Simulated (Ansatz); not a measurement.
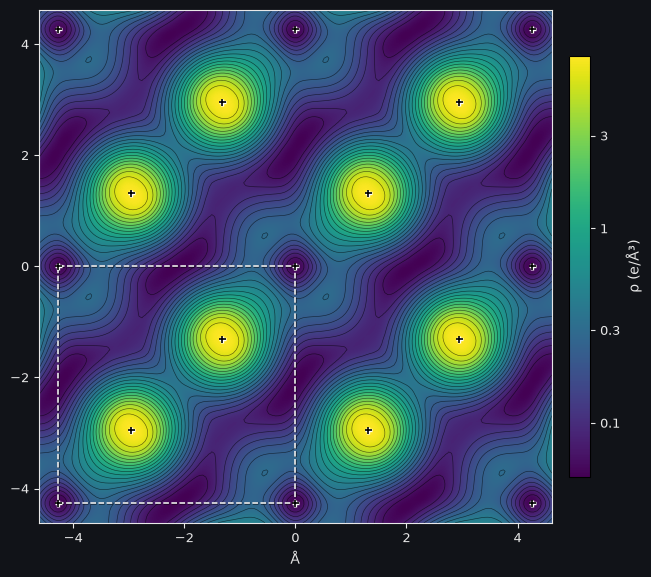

The valence pseudo-density on a plane through atoms (crosses mark nuclei in the plane).

Level of theory: DFT, PBE, plane waves, PAW in Ansatz.

Candidates:
A. CdS, a = 5.76 Å, b = 5.76 Å, c = 5.76 Å, α = 90.00°, β = 90.00°, γ = 90.00°. Space group F-43m; started from the zincblende prototype, which need not be the ambient phase; changed on purpose from its base cell (hydrostatic strain -2.0%); computed pressure about 6 GPa in this cell.
B. SiO₂, a = 4.27 Å, b = 4.27 Å, c = 2.72 Å, α = 90.00°, β = 90.00°, γ = 90.00°. Space group P4₂/mnm; started from the rutile prototype, which need not be the ambient phase; changed on purpose from its base cell (hydrostatic strain +2.0%); computed pressure about −7 GPa in this cell.
C. Cu₂O, a = 4.25 Å, b = 4.25 Å, c = 4.33 Å, α = 90.00°, β = 90.00°, γ = 90.00°. Space group P4₂/nnm; a structure from a database of computed crystals, not necessarily the ambient phase; started from the database structure prototype, which need not be the ambient phase; changed on purpose from its base cell (uniaxial z strain +2.0%); computed without spin polarisation.

**Which candidate gave the map?**

Candidate B: SiO₂ on the (001) plane of the conventional cell, which holds Si and O. Si–O (1.86 Å): ρ is about 0.76 e/Å³ halfway.
